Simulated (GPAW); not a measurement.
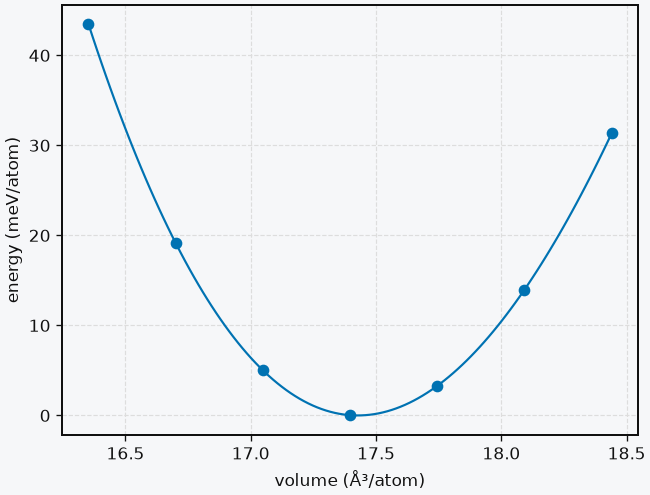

Plotted: energy against volume for TaAs, space group I4_1md (No. 109).

Structure:
```yaml
crystal:
  lattice:
    - [-1.72181, 1.72181, 5.86794]
    - [1.72181, -1.72181, 5.86794]
    - [1.72181, 1.72181, -5.86794]
  atoms:
    - { symbol: Ta, position: [0.49997, 0.49997, 0.00000] }
    - { symbol: Ta, position: [0.24997, 0.74997, 0.50000] }
    - { symbol: As, position: [0.08263, 0.08263, 0.00000] }
    - { symbol: As, position: [0.83263, 0.33263, 0.50000] }
```

How it was computed, with GPAW 26.7.0: PAW DFT in plane waves, on a grid or in atomic orbitals, no spin polarisation; energies at scaled volumes of the given cell, shape and fractions fixed, counted from the fit's minimum, third-order Birch-Murnaghan fit. Level: r2SCAN.

```json
{"setting": "k mesh", "value": "7×7×7"}
{"setting": "occupations", "value": "Fermi–Dirac"}
{"setting": "smearing width", "value": "0.05 eV"}
{"setting": "potentials", "value": "GPAW PAW data sets (gpaw data 1.2.1)"}
{"setting": "wave cutoff", "value": "600 eV"}
{"setting": "program settings", "value": "basis pw"}
```

From this curve and the settings, what does the calculation give for the pressure at the same points?

The pressure falls from 13.70 GPa at volume 16.35 Å³/atom to −9.44 GPa at 18.44 Å³/atom, and changes sign near 17.43 Å³/atom.

```
volume (Å³/atom)  pressure (GPa)
           16.35           13.70
           16.70            8.76
           17.05            4.31
           17.40            0.31
           17.74           -3.29
           18.09           -6.53
           18.44           -9.44
```

Limits of the calculation: shape and atomic fractions are frozen while scaling, which makes layered, chain and framework solids too stiff.
